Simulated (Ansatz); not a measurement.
# How thick a slab does the work function of K need?

Slabs of K from 1 to 13 layers are run on 3 faces. From which thickness on does the work function stay within 0.05 eV of the thickest slab's, and does that depend on the face?

How it was computed: Ansatz 0.2.0, plane waves with PAW datasets (its set soft_2), PBE; symmetric slabs at bulk places and the tabulated experimental lattice constant, 18 Å of vacuum, one k-mesh a face (spacing 0.16 Å⁻¹, 2π included), Fermi-Dirac smearing of 0.1 eV.

What came out:

| layers | K(100) (eV) | K(110) (eV) | K(111) (eV) |
| --- | --- | --- | --- |
| 1 | 2.472 | 2.447 | 2.393 |
| 2 | 2.218 | 2.444 | 2.298 |
| 3 | 2.244 | 2.429 | 2.134 |
| 4 | 2.282 | 2.405 | 2.289 |
| 5 | 2.230 | 2.398 | 2.216 |
| 6 | 2.262 | 2.389 | 2.190 |
| 7 | 2.254 | 2.391 | - |
| 8 | 2.249 | 2.394 | 2.201 |
| 10 | 2.251 | 2.394 | 2.236 |
| 11 | - | - | 2.206 |
| 13 | 2.251 | 2.394 | 2.224 |

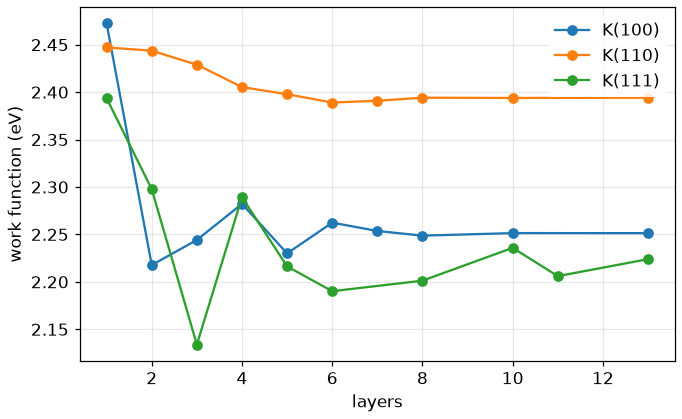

Work function against thickness.

**Answer.** Within 0.05 eV of the 13-layer value: K(100) from 2 layers on, K(110) from 2 layers on and K(111) from 5 layers on. In length between the outer atoms these thicknesses are 2.6 Å, 3.7 Å and 6.0 Å; the faces differ a good deal. From four layers on the values span 0.016 to 0.099 eV, most on K(111). Thirteen layers cost about 6 to 9 times the CPU time of four.

Caveats: The 13-layer slab is the reference and is itself not proved converged. Thicknesses missing from the table have no sound run at this vacuum, and where values alternate they could fall outside the band. The smearing damps swings with thickness. The slabs are unrelaxed and unreconstructed, and the CPU ratio is rough.
